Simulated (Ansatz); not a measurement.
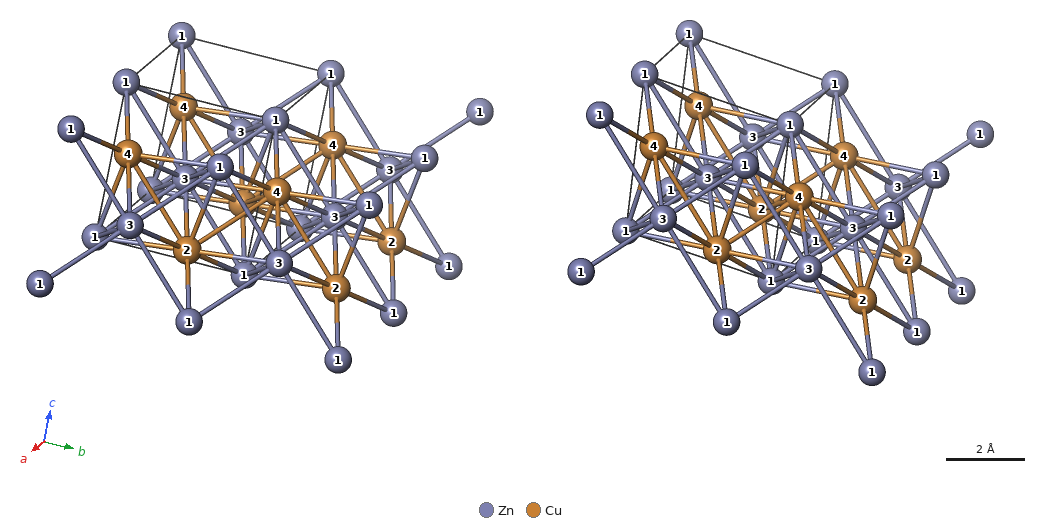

Two geometries of solid ZnCu (set up in P4/mmm), drawn at one scale. One is the start of a relaxation, the other its converged end. The picture is a ball-and-stick view of the cell of the calculation, repeated 2 × 2 × 1 with one cell outlined, seen slightly off an axis.

The calculation used DFT r2SCAN, scalar-relativistic, plane waves, PAW in Ansatz. (plane-wave cutoff 500 eV; k-point mesh 14 × 14 × 14; occupations gaussian; smearing width 0.1 eV; no spin polarisation; cell and atoms relaxed; force threshold 0.015 eV/Å; at most 60 steps)

Question: Which one is relaxed?

Answer: The left one is the relaxed one. Case: 2 of 4 Cu sites taken by Zn, cell and atoms relaxed. The energy falls by 36.7 meV per atom in 6 accepted moves (7 points after the start). All forces vanish by symmetry, so only the cell relaxes. The pressure goes from −5.06 to −0.03 GPa. At 1 point the geometry stayed and the basis and grid were re-selected for the new cell (energy shift of 0.2 meV per atom at most each time). No atom moves by more than 0.005 Å relative to the cell. The volume changes by −4.9 %, with a = b = c 4.111 → 4.127 Å (+0.4 %), α 99.5° → 90.2°, β 114.7° → 119.9°, γ 114.7° → 119.9°. Among the contacts that change: Zn1–Zn3 2.656 → 2.914 Å, Cu2–Cu4 2.656 → 2.914 Å, Cu2–Cu4 (another image) 3.138 → 2.922 Å, Zn1–Zn3 (another image) 3.138 → 2.922 Å. The space group (tolerance 0.01 Å) goes from P4/mmm (No. 123) to Pm-3m (No. 221).
